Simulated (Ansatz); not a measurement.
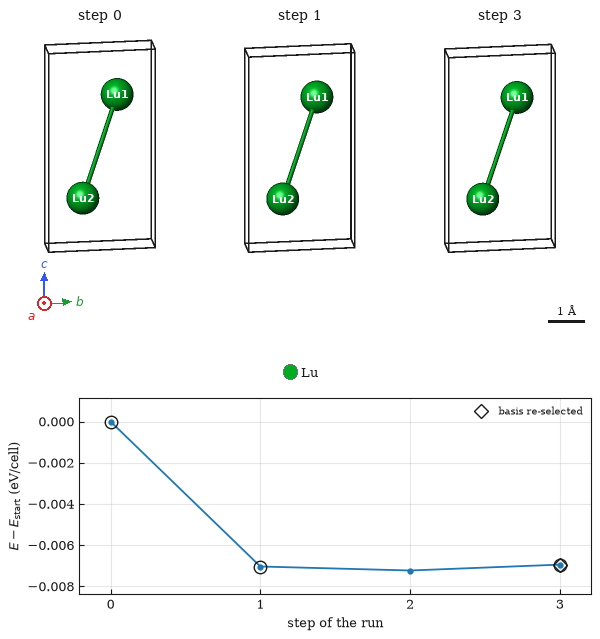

Frames of a relaxation of crystalline Lu (a generated structure, set up in P6_3/mmc), marked on the history of the run. Style: ball-and-stick. Shown: the cell of the calculation, from a free direction.

All numbers below come from DFT r2SCAN, scalar-relativistic, plane waves, PAW in Ansatz.

Input file:
```yaml
crystal:
  lattice:
    - [3.510000557, 0.0, 0.0]
    - [-1.7550002785, 3.0397496497, 0.0]
    - [0.0, 0.0, 5.5633508829]
  atoms:
    - { symbol: Lu, position: [0.3333333333, 0.6666666667, 0.75] }
    - { symbol: Lu, position: [0.6666666667, 0.3333333333, 0.25] }
basis:
  ecutwfc: 500
kpoints:
  mp_grid: { grid: [15, 15, 8] }
hamiltonian:
  xc: r2scan
scf:
  occupations: { method: gaussian, width: 0.1 }
output:
  forces: true
  stress: true
  eigenvalues: true
relax:
  adjacent_minimum: "off"
  f_tol: 0.005
  max_steps: 80
  cell: { stress_tol: 0.05 }
```

Run as
```bash
ansatz run input.yaml --threads 4 --pin off --max-ram 10240MiB --backend cpu --events-out ev --progress --plain --runs-dir out
```

Question: Describe the path.

Answer: After 2 accepted moves (3 points after the start) the energy has fallen by 6.9 meV per cell of the calculation. All forces vanish by symmetry, so only the cell relaxes. Pressure: −0.97 GPa at the start and 0.00 GPa at the end. At 1 point the geometry stayed and the basis and grid were re-selected for the new cell (energy shift of 0.3 meV per cell of the calculation at most each time). The atoms keep their places relative to the cell (all moves are under 0.005 Å). The volume changes by −2.3 %, with a = b 3.510 → 3.505 Å (−0.1 %), c 5.563 → 5.451 Å (−2.0 %). Near-neighbour distances that change, for instance: Lu1–Lu2 3.442 → 3.394 Å, Lu1–Lu1 3.510 → 3.505 Å. The space group stays P6_3/mmc (No. 194). From step 0 to 1: volume −2.4 %, energy −7.0 meV per cell of the calculation. From step 1 to 3: energy +0.1 meV per cell of the calculation.

| step | E − E(0), meV/atom | pressure, GPa | volume, Å³/atom | note |
| --- | --- | --- | --- | --- |
| 0 | 0.00 | -0.97 | 29.679 |  |
| 1 | -3.52 | 0.06 | 28.973 |  |
| 2 | -3.61 | 0.01 | 28.993 |  |
| 3 | -3.47 | 0.00 | 28.993 | same geometry, new basis |
